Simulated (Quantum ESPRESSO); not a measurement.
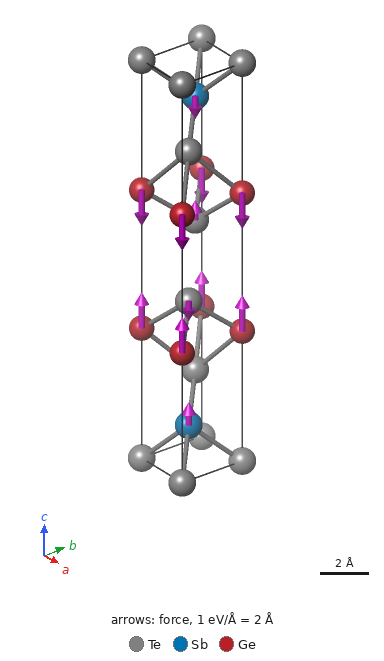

Starting geometry of solid Ge2Sb2Te5 (a generated structure, set up in P-3m1) with the computed forces as purple arrows. A ball-and-stick model of the cell of the calculation, seen slightly off an axis.

The run lets cell and atoms move.

Method: Quantum ESPRESSO 7.5, Kohn-Sham DFT of a periodic cell, PBE with D3(BJ), SSSP 1.3 efficiency PBE.

The input:
```
&CONTROL
  calculation = 'vc-relax'
  prefix = 'pwscf'
  outdir = './tmp'
  pseudo_dir = './pseudo'
  tprnfor = .true.
  tstress = .true.
  disk_io = 'low'
  nstep = 40
  forc_conv_thr = 0.0004
  etot_conv_thr = 1d-05
/
&SYSTEM
  ibrav = 0
  nat = 9
  ntyp = 3
  ecutwfc = 55
  ecutrho = 440
  nbnd = 57
  occupations = 'smearing'
  smearing = 'gaussian'
  degauss = 0.00367493
  vdw_corr = 'grimme-d3'
  dftd3_version = 4
/
&ELECTRONS
  conv_thr = 1.8d-09
  electron_maxstep = 120
  mixing_beta = 0.5
/
&IONS
  ion_dynamics = 'bfgs'
/
&CELL
  cell_dynamics = 'bfgs'
  press = 0
  press_conv_thr = 0.3
/
ATOMIC_SPECIES
Te   127.6000 Te_pbe_v1.uspp.F.UPF
Sb   121.7600 sb_pbe_v1.4.uspp.F.UPF
Ge    72.6300 ge_pbe_v1.4.uspp.F.UPF
CELL_PARAMETERS angstrom
   4.2250000000    0.0000000000    0.0000000000
  -2.1125000000    3.6589573310    0.0000000000
   0.0000000000    0.0000000000   17.2400000000
ATOMIC_POSITIONS crystal
Te     0.0000000000    0.0000000000    0.0000000000
Sb     0.6666666667    0.3333333333    0.1061000000
Sb     0.3333333333    0.6666666667    0.8939000000
Te     0.3333333333    0.6666666667    0.2065000000
Te     0.6666666667    0.3333333333    0.7935000000
Ge     0.0000000000    0.0000000000    0.3265000000
Ge     0.0000000000    0.0000000000    0.6735000000
Te     0.6666666667    0.3333333333    0.4173000000
Te     0.3333333333    0.6666666667    0.5827000000
K_POINTS automatic
9 9 2 0 0 0
```

Launched with:
```bash
OMP_NUM_THREADS=1 mpirun -n 4 pw.x -nk 2 -in pw.in > pw.out
```

### What follows when this structure is relaxed?

It isn't relaxed: the largest force vector, on Ge atoms, is 0.78 eV/Å. The final displacements follow the starting forces only in part (cosine between the two patterns 0.64). The largest moves relative to the cell, 0.25 Å, are those of Ge atoms. By element the largest moves are Ge 0.25 Å, Sb 0.13 Å, Te 0.11 Å. The volume changes by +1.7 %, with a = b 4.225 → 4.238 Å (+0.3 %), c 17.240 → 17.415 Å (+1.0 %). Among the contacts that change: Ge–Te 3.198 → 3.310 Å, Sb–Te 3.049 → 3.149 Å, Ge–Te 2.898 → 2.836 Å, Sb–Te 2.991 → 2.996 Å. Among the angles between lasting bonds that change: Sb–Te–Sb 92.3° → 95.4°, Te–Sb–Te 87.7° → 84.6°, Sb–Te–Sb 87.7° → 84.6°. The space group stays P-3m1 (No. 164). The energy falls by 25.5 meV per atom in 23 geometry steps. Largest force component: 0.78 eV/Å at the start, 0.0033 eV/Å at the end. Pressure: 1.21 GPa at the start and −0.02 GPa at the end.
